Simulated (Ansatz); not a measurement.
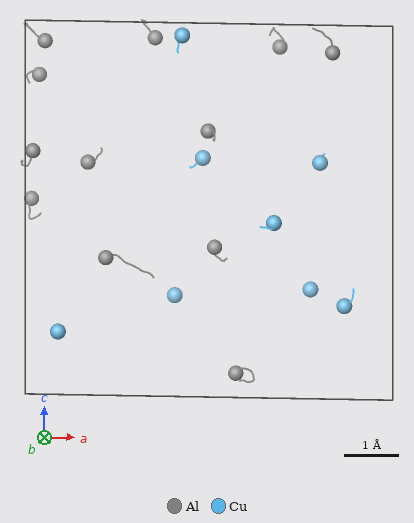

Molecular dynamics of an amorphous cell of composition Al3Cu2 (20 atoms in the cell), 72 fs long. Lines trace each atom's path, in the colour of its element; spheres stand at the starting positions. Seen along the b axis in the simulation cell.

All numbers below come from DFT PBEsol, scalar-relativistic, plane waves, PAW (Ansatz). Settings: plane-wave cutoff 320 eV; k-point mesh 1 × 1 × 1; Fermi-Dirac smearing 0.148 eV; volume 1.16 times that of the relaxed crystal; set temperature 1720 K; time step 3 fs.

**What do the traces tell about the motion?**

Root-mean-square distances from the starting positions over the second half, with the common drift of all atoms taken out: Al 0.48 Å, Cu 0.26 Å. The run lasts only 72 fs, too short to tell vibration from diffusion. The mean temperature in the second half is 1611 K (standard deviation 114 K). The potential energy is still drifting at the end, so the run hasn't reached equilibrium. The potential energy in the second half lies on average 54.2 meV per atom below the first frame. The mean pressure there is 1.5 GPa.

Limits of the set-up: the k-point mesh is coarse for a cell with partly filled bands; the cutoff lies below the recommended one; the periodic images lie only 6.9 Å apart, so the values are limited by the cell's size.
